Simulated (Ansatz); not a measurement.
```
Ti Al
1.0
     3.90706    0.00000    0.00000
     0.00000    3.90706    0.00000
     0.00000    0.00000   16.42432
Ti Al
5 11
Direct
  0.50000 0.50000 0.37671
  0.00000 0.00000 0.87922
  0.00000 0.00000 0.11973
  0.50000 0.50000 0.61662
  0.50000 0.50000 0.13373
  0.50000 0.00000 0.00213
  0.00000 0.50000 0.49841
  0.50000 0.00000 0.49841
  0.00000 0.50000 0.00213
  0.00000 0.50000 0.25027
  0.50000 0.00000 0.74905
  0.50000 0.00000 0.25027
  0.00000 0.50000 0.74905
  0.00000 0.00000 0.62436
  0.00000 0.00000 0.37425
  0.50000 0.50000 0.87567
```

Space group P4mm; a structure from a database of computed crystals, not necessarily the ambient phase; started from the database_99 prototype, which need not be the ambient phase; computed without spin polarisation.

These are results of DFT r2SCAN, scalar-relativistic, plane waves, PAW (Ansatz), not measurements.

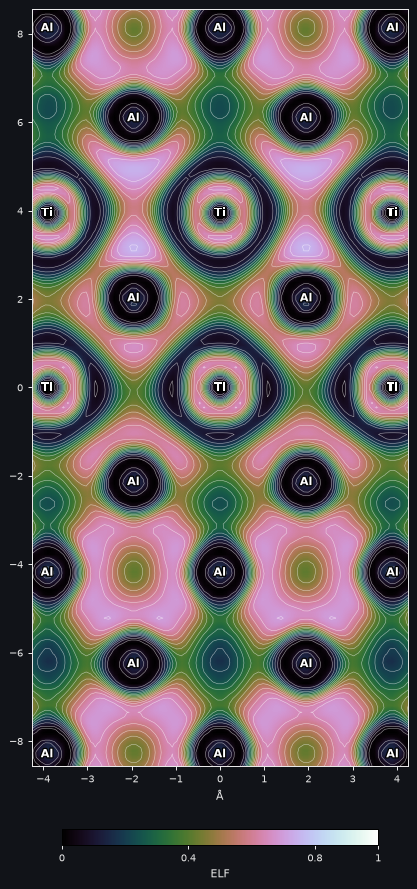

Ti5Al11. Electron localisation function on the (010) plane of the conventional cell.

In a PAW calculation such maps are meaningful between the atoms, not at the nuclei.

What do the fields say about this system?

Answer. The section cuts through Ti and Al sites.
Ti–Al (2.75 Å): the ELF is about 0.30 at the midpoint.
Ti–Al (2.81 Å): the ELF is about 0.35 at the midpoint.
Al–Al (2.85 Å): the ELF peaks at about 0.65 between the atoms.
Ti–Al (2.90 Å): the ELF is about 0.40 at the midpoint.
The features right at Ti lie inside the PAW spheres, where the map follows smoothed inner orbitals and isn't to be read closely.

Does the calculation make it a metal, or give it a gap?

Answer. It is gapless in this calculation (a metal or semimetal).
